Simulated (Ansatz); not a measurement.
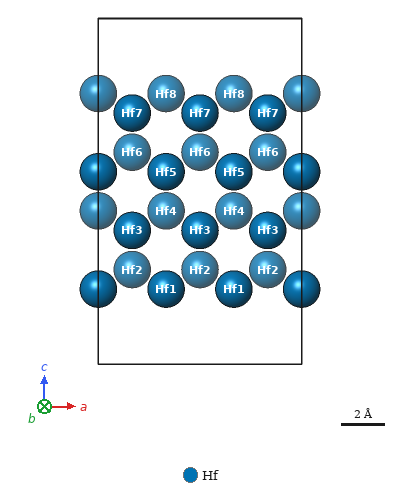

Figure 1. The input geometry (spheres-only view of the 3 × 1 repeat of the cell, with the vacuum cut short, along the b axis; atoms are numbered from 1 in the order of the input).

Single-point calculation, with input and output: Hf (part 1 of 2)

Hf (slab, 8 atoms in the cell), computed with DFT PBEsol, scalar-relativistic, plane waves, PAW, no spin polarisation (Ansatz 0.2.0).

It belongs to a series of runs on one base structure; here: (1 0 0) slab cut from the bulk. Figures and captions count atoms from 1; the log counts them from 0 in places.

### Input
```yaml
crystal:
  lattice:
    - [3.1602335628, 0.0, 0.0]
    - [0.0, 4.9962247069, 0.0]
    - [0.0, 0.0, 24.122808491]
  atoms:
    - { symbol: Hf, position: [0.0, 0.25, 0.3109090719] }
    - { symbol: Hf, position: [0.5, 0.75, 0.3487272575] }
    - { symbol: Hf, position: [0.5, 0.25, 0.4243636288] }
    - { symbol: Hf, position: [0.0, 0.75, 0.4621818144] }
    - { symbol: Hf, position: [0.0, 0.25, 0.5378181856] }
    - { symbol: Hf, position: [0.5, 0.75, 0.5756363712] }
    - { symbol: Hf, position: [0.5, 0.25, 0.6512727425] }
    - { symbol: Hf, position: [0.0, 0.75, 0.6890909281] }
basis:
  ecutwfc: 420
kpoints:
  mp_grid: { grid: [11, 7, 1] }
hamiltonian:
  xc: pbesol
scf:
  occupations: { method: gaussian, width: 0.1 }
output:
  forces: true
  eigenvalues: true
  write_density: true
  write_potential: true
  elf: true
  volumetric_format: npy
efield:
  axis: 3
  dipole_correction: true
  ramp_width: 0.04
```

Run as:
```bash
ansatz run input.yaml --threads 2 --pin off --max-ram 5632MiB --backend cpu --events-out ev --progress --plain --runs-dir out
```

### What the program printed
```
Engine: ansatz 0.2.0, aarch64-unknown-linux-gnu
Pseudopotentials: kind: paw
Pseudopotential: Hf, paw, valence charge 26, recommended cutoff 420 eV (normal), Hf.paw.azcp
Functional definition: PBEsol
  exchange = pbesol_x
  correlation = pbesol_c
Crystal: 8 atoms, lattice volume = 380.881 Å³
Basis set: ecut = 420 eV, 7443 PW (Γ), exchange–correlation on 48×72×324 points (8 copies of the dense FFT grid, shifted against one another)
Bands: 125, of which v1, the nominal top of the filled ones, is band 104 counted from 1 (103 counted from 0)
Symmetry: 4 space group operations
k-points: 24 of 77
Non-local potential: Hf, projectors of the file, l = 0: 3, l = 1: 2, l = 2: 2, l = 3: 3
PAW form: soft (Blöchl's): semilocal exchange-correlation on the pseudo side does not see the compensation charge
PAW frozen core: Hf, regenerated for the run's functional, and the local potential with it (the file was generated under x = pbe(κ = 0.804, μ = 0.2195149727645171), c = pbe(β = 0.06672455060314922))
PAW one-centre angular grid: Hf, 590 points (default); XC on 64 Gauss nodes
Initial density: superposition of atomic densities (neutral atoms: chi_scale 0, normalization atom), corrected by the library's trained network
Initial wavefunctions: pseudopotential atomic-orbital guess
Functional: x = pbesol(κ = 0.804, μ = 0.12345679012345678), c = pbesol(β = 0.046)
SCF iter   1: F=—  HF=-124780.213946 eV  |F-HF|=—  |Δ(HF+E_count)|=         —  Δρ=4.40e-3  dr2=1.05e0  ethr=1.77e-3  p=0.000 e·Å  D=4.40e-13 V/Å  ΔV_dip=-0.00 eV  dr2_dipole=1.24e-7  V_vac-E_F(+/−)=4.19/4.19 eV  ⟨swp⟩=5.2  Hψ=9517  notcnv=0  defer=14
efield: sawtooth ramp at fractional position 0.9800 (placed from the atoms, in the widest stretch of the axis that holds none; the zero of the levels goes with the place), width 0.0400; the density the first Hamiltonian is built on has a dipole p = 0.000 e·Å; the dipole correction subtracts the counter field D = 4.40e-13 V/Å, which shifts the + side's vacuum level by -0.00 eV against the − side's; the planar-averaged density in the ramp window peaks in size at 8.4e-5 e/Å³
preconditioner: auto → LDOS  [metal: Δε(μ)=0.005 eV  Ē_g=16.863 eV  σ=0.100 eV  W_gap=0.03  n_scr=94 (ndim 8)  ℏωp=26.4 eV  f_vac=0.495  D(μ)=11.44/eV (n_scr^D=64)  β→1.0]
SCF iter   2: F=—  HF=-124780.158155 eV  |F-HF|=—  |Δ(HF+E_count)|=   5.58e-2  Δρ=2.26e-3  dr2=7.00e-2  ethr=5.07e-4  p=-0.000 e·Å  D=-1.43e-5 V/Å  ΔV_dip=0.00 eV  dr2_dipole=6.00e-8  V_vac-E_F(+/−)=4.01/4.01 eV  ⟨swp⟩=2.0  Hψ=3814  notcnv=0  defer=269
SCF iter   3: F=—  HF=-124780.161757 eV  |F-HF|=—  |Δ(HF+E_count)|=   3.60e-3  Δρ=1.92e-3  dr2=3.05e-2  ethr=3.37e-5  p=-0.000 e·Å  D=-3.51e-6 V/Å  ΔV_dip=0.00 eV  dr2_dipole=2.48e-10  V_vac-E_F(+/−)=3.95/3.95 eV  ⟨swp⟩=2.4  Hψ=5294  notcnv=0  defer=269
SCF iter   4: F=—  HF=-124780.151532 eV  |F-HF|=—  |Δ(HF+E_count)|=   1.02e-2  Δρ=4.11e-4  dr2=2.33e-3  ethr=1.46e-5  p=-0.000 e·Å  D=-4.46e-6 V/Å  ΔV_dip=0.00 eV  dr2_dipole=4.82e-8  V_vac-E_F(+/−)=3.92/3.92 eV  ⟨swp⟩=2.0  Hψ=5155  notcnv=0  defer=269
SCF iter   5: F=—  HF=-124780.151351 eV  |F-HF|=—  |Δ(HF+E_count)|=   1.81e-4  Δρ=1.82e-4  dr2=2.63e-4  ethr=1.12e-6  p=-0.000 e·Å  D=-2.76e-6 V/Å  ΔV_dip=0.00 eV  dr2_dipole=3.93e-9  V_vac-E_F(+/−)=3.89/3.89 eV  ⟨swp⟩=2.2  Hψ=4621  notcnv=0  defer=269
SCF iter   6: F=—  HF=-124780.151428 eV  |F-HF|=—  |Δ(HF+E_count)|=   7.67e-5  Δρ=7.50e-5  dr2=7.12e-5  ethr=1.27e-7  p=-0.000 e·Å  D=-1.43e-6 V/Å  ΔV_dip=0.00 eV  dr2_dipole=4.54e-10  V_vac-E_F(+/−)=3.88/3.88 eV  ⟨swp⟩=2.0  Hψ=5051  notcnv=0  defer=269
SCF iter   7: F=—  HF=-124780.151782 eV  |F-HF|=—  |Δ(HF+E_count)|=   3.54e-4  Δρ=2.24e-5  dr2=2.91e-6  ethr=3.43e-8  p=-0.000 e·Å  D=-4.36e-7 V/Å  ΔV_dip=0.00 eV  dr2_dipole=1.58e-10  V_vac-E_F(+/−)=3.87/3.87 eV  ⟨swp⟩=2.2  Hψ=3325  notcnv=0  defer=249
SCF iter   8: F=—  HF=-124780.151786 eV  |F-HF|=—  |Δ(HF+E_count)|=   3.77e-6  Δρ=9.91e-6  dr2=1.13e-6  ethr=1.40e-9  p=-0.000 e·Å  D=-1.54e-7 V/Å  ΔV_dip=0.00 eV  dr2_dipole=1.90e-11  V_vac-E_F(+/−)=3.86/3.86 eV  ⟨swp⟩=2.6  Hψ=5113  notcnv=0  defer=248
SCF iter   9: F=—  HF=-124780.151787 eV  |F-HF|=—  |Δ(HF+E_count)|=   5.84e-7  Δρ=4.19e-6  dr2=1.39e-7  ethr=5.41e-10  p=-0.000 e·Å  D=-7.83e-8 V/Å  ΔV_dip=0.00 eV  dr2_dipole=1.45e-11  V_vac-E_F(+/−)=3.86/3.86 eV  ⟨swp⟩=2.1  Hψ=5050  notcnv=0  defer=248
SCF iter  10: F=-124780.151787 eV  HF=-124780.151787 eV  |F-HF|=8.63e-9  |Δ(HF+E_count)|=   9.22e-8  Δρ=1.94e-6  dr2=2.06e-8  ethr=4.81e-11  p=-0.000 e·Å  D=-4.57e-8 V/Å  ΔV_dip=0.00 eV  dr2_dipole=6.09e-15  V_vac-E_F(+/−)=3.86/3.86 eV  ⟨swp⟩=18.2  Hψ=27804  notcnv=0
SCF 1 converged in 10 iterations: F = -124780.151787 eV  dr2 = 2.06e-8
  greatest PAW one-centre occupation: 0.998 electrons in one spin orbital (limit 2), on the Hf atom at site 0 (counted from 0), in its partial waves of l = 3
```

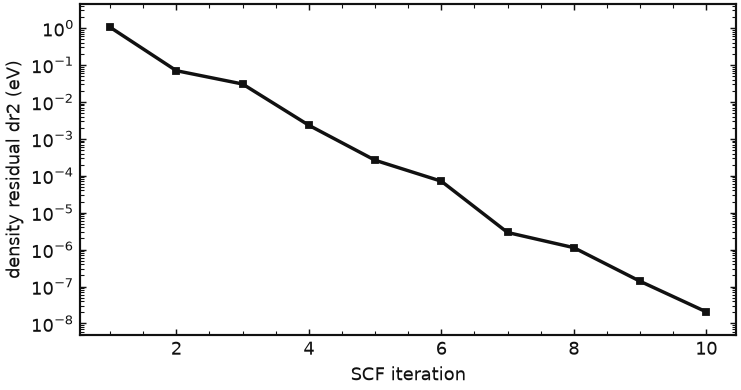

Figure 2. Convergence of the self-consistent field: density residual dr2 against the SCF iteration. The residual falls at every step.

```
WARN: The output density's exchange-correlation potential varies sharply where the density is thin. Do not read a vacuum level from v_tot or v_xc, or from such a field of the output density. On a cell that repeats whose density bears no net charge and no dipole along the vacuum's axis use v_es (v_loc + v_h of the components); under efield.dipole_correction with no amplitude use v_es + v_field, which holds any external_charges[].barrier, or the levels of the report's work_function block, which leave it out; under a non-zero efield.amplitude the vacuum is tilted and has no level; on a cell that repeats and bears such a dipole with no correction it is tilted too, and efield.dipole_correction with no amplitude gives each side of its ramp a level where efield: is served; in a cell that repeats whose density bears a net charge (total_charge, or a fill off its count) it is curved and has none; of a slab under crystal.periodic whose density bears no net charge use v_es, which has a level on each side, short of where the two are joined; of another it falls or rises all the way out and has none; of a slab beside external_charges read slab_vacuum_level instead, which it has where they leave it neutral. The grid or the basis barely resolves most such structure, and the values can differ between equally converged runs; as a rule a tighter scf.convergence.dr2_threshold does not remove it. Where the density itself ripples (under the LDA too) a higher basis.ecutwfc lessens it. The files hold the spikes' plane waves up to the density's cutoff. Files: v_tot_of_output_density and the like, and their columns of v_z.tsv (output.write_potential); v_xc_of_output_density and the like, and their columns of v_comp_z.tsv (output.write_potential_components). Measured: with its Gaussian average of σ = 0.25 Å subtracted twice, the exchange-correlation potential is over 0.1 eV at 1790 of the grid points where the equally averaged density (valence and model cores) is under 1e-3 e/Å³, and 0.989 eV at the most among them, at an averaged density of 1.3e-7 e/Å³. The input density's (outcome.potential() and, of a run that writes arrays, v_tot and v_xc) is over 0.1 eV, so measured, at 8 points of its own thin density, 0.159 eV at the most. See output.write_potential in the manual, Limitations
SCF converged after 10 iterations
Free energy (F): -124780.151787 eV
Harris-Foulkes:  -124780.151787 eV  (|F-HF|=8.63e-9)
Internal energy: -124780.095176 eV  (E = F + TS)
E sigma→0 (E₀):  -124780.123481 eV
Entropy (-TS):   -0.056610 eV (-7.076 meV/atom)
Fermi energy:    7.317543 eV
Dipole field:    D = -0.000000 V/Å  (p = -0.000000 e·Å, saw-weighted, corrected)
Work function:   Φ+ = 3.8627 eV   Φ− = 3.8627 eV
Levels:          The Fermi level and band energies are counted from a zero that moves with the ramp; work functions are not
--- Per-component energies (eV) ---
  E_band       = -2334.285798
  E_kinetic    = 3395.694818
  E_local      = -345324.140756  (includes V_loc(G=0)·N_el)
  E_nonlocal   = -9909.728249
  E_hartree    = 170138.545140
  E_xc         = -2378.797707
  E_vxc        = -2123.282540  (∫ρ·V_xc dr)
  E_paw        = -54458.807393  (= ΣΔE_a)
  E_vpaw       = 11350.108903  (= ΣTr[D̂ρ^β])
  E_aug_tail   = -0.000010  (compensation charges beyond the density's cutoff)
  E_efield     = 0.000000  (sawtooth field / dipole correction)
  E_vefield    = 0.000000  (∫n·V_field dr)
  E_ewald      = 113747.130250
  E_core_change = 10.008733  (= ΣΔE_core)
  E_smearing   = -0.056610  (= −TS)
  E_closure    = 0.000000  (closes the sum)
  Σ components = -124780.151787   (vs F -124780.151787, Δ=0.00e0)
--- Forces (eV/Å), atoms counted from 1 ---
  atom   1  Hf     0.00000000     0.00000000     0.41238074
  atom   2  Hf     0.00000000     0.00000000     0.05831338
  atom   3  Hf     0.00000000     0.00000000    -0.32910885
  atom   4  Hf     0.00000000     0.00000000     0.04835707
  atom   5  Hf     0.00000000     0.00000000    -0.04835604
  atom   6  Hf     0.00000000     0.00000000     0.32910930
  atom   7  Hf     0.00000000     0.00000000    -0.05831408
  atom   8  Hf     0.00000000     0.00000000    -0.41238152
  max |Σ_I F_I| component: 1.04e-8 eV/Å
--- Band table (eV; the first three rows and the last of 24) ---
  k-point 0: bands = ["-54.9677", "-54.9677", "-54.5254", "-54.5216", "-54.4850", "-54.4493", "-54.4120", "-54.4007", "-23.8179", "-23.8150", "-23.8055", "-23.7937", "-23.6147", "-23.4320", "-23.4291", "-23.3114", "-23.3105", "-23.2953", "-23.1793", "-23.0709", "-23.0645", "-23.0497", "-23.0103", "-22.9972", "-22.9636", "-22.9604", "-22.9111", "-22.8504", "-22.8366", "-22.8074", "-22.7676", "-22.7535", "-5.0061", "-5.0061", "-5.0011", "-5.0011", "-4.9506", "-4.9506", "-4.9486", "-4.9486", "-4.9303", "-4.9303", "-4.9045", "-4.9045", "-4.8756", "-4.8756", "-4.5302", "-4.5301", "-4.5180", "-4.5178", "-4.5031", "-4.5029", "-4.5008", "-4.5005", "-4.4835", "-4.4832", "-4.4828", "-4.4827", "-4.4823", "-4.4798", "-4.4717", "-4.4607", "-4.4546", "-4.4474", "-4.4433", "-4.4407", "-4.4382", "-4.4324", "-4.4269", "-4.4236", "-4.4216", "-4.4182", "-4.4088", "-4.4076", "-4.4067", "-4.4045", "-4.4024", "-4.3996", "-4.3976", "-4.3975", "-4.3941", "-4.3905", "-4.3849", "-4.3750", "-4.3738", "-4.3725", "-4.3429", "-4.3419", "0.1725", "1.1243", "2.3636", "3.4361", "3.8514", "4.5642", "4.6638", "4.9323", "5.2507", "6.0259", "6.6579", "6.6746", "6.9181", "7.1681", "7.4118", "7.5693", "8.1131", "8.1804", "8.3110", "8.4612", "8.5585", "8.5734", "8.6725", "8.7822", "8.7935", "8.9730", "9.0490", "9.1015", "9.1155", "9.4648", "9.5322", "9.5511", "9.7010", "9.7982", "10.0679", "10.3313", "10.4796"]
```
